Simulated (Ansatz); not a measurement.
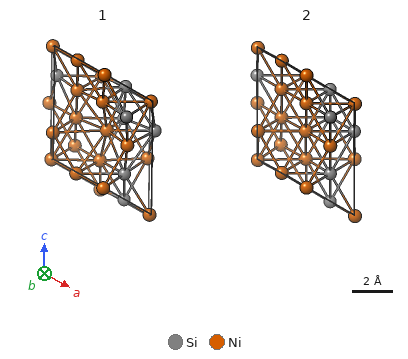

Two geometries of crystalline SiNi3 (a generated structure, set up in P1) (coarse preliminary run), drawn at one scale. One is the start of a relaxation, the other its converged end. Style: ball-and-stick. Shown: the cell of the calculation (origin shifted), along the b axis.

Level of theory: Ansatz, DFT PBE, scalar-relativistic, plane waves, PAW. Set-up: plane-wave cutoff 420 eV; k-point mesh 3 × 3 × 3; occupations gaussian; smearing width 0.1 eV; no spin polarisation; cell and atoms relaxed; force threshold 0.04 eV/Å; at most 50 steps.

Q: Which of the two is the end point?

A: Structure 1 is the relaxed one. Case: Ni and Si exchanged on 2 pairs of sites drawn at random in a supercell of the crystal. A Ni atom moves most relative to the cell: 0.29 Å roughly along [3 3 2]. Largest moves by element: Ni 0.29 Å, Si 0.28 Å. Cell: a 6.073 → 6.130 Å (+0.9 %), b 6.073 → 6.141 Å (+1.1 %), c 6.073 → 6.151 Å (+1.3 %), α 109.5° → 110.8°, β 109.5° → 107.7°, γ 109.5° → 111.1°. Volume +1.8 %. Among the contacts that change: Si–Si 2.462 → 2.988 Å, Ni–Ni 2.438 → 2.763 Å, Si–Si 2.482 → 2.803 Å, Si–Si 2.470 → 2.720 Å. The space group stays P1 (No. 1). Over 4 accepted moves (5 points after the start) the energy falls by 1.106 eV per cell of the calculation. Largest force component: 1.9 eV/Å at the start, 0.024 eV/Å at the end. The pressure goes from 2.92 to 0.08 GPa. The SCF was repeated once at an unchanged geometry on a basis and grid sized afresh for the cell, which shifted the energy by 1.1 meV per cell of the calculation at most. Cost: 97 s on 4 threads of Arm Neoverse V1, on a shared host, peak memory 0.93 GiB.

Limits of the set-up: an element that often carries a moment was run without spin polarisation.
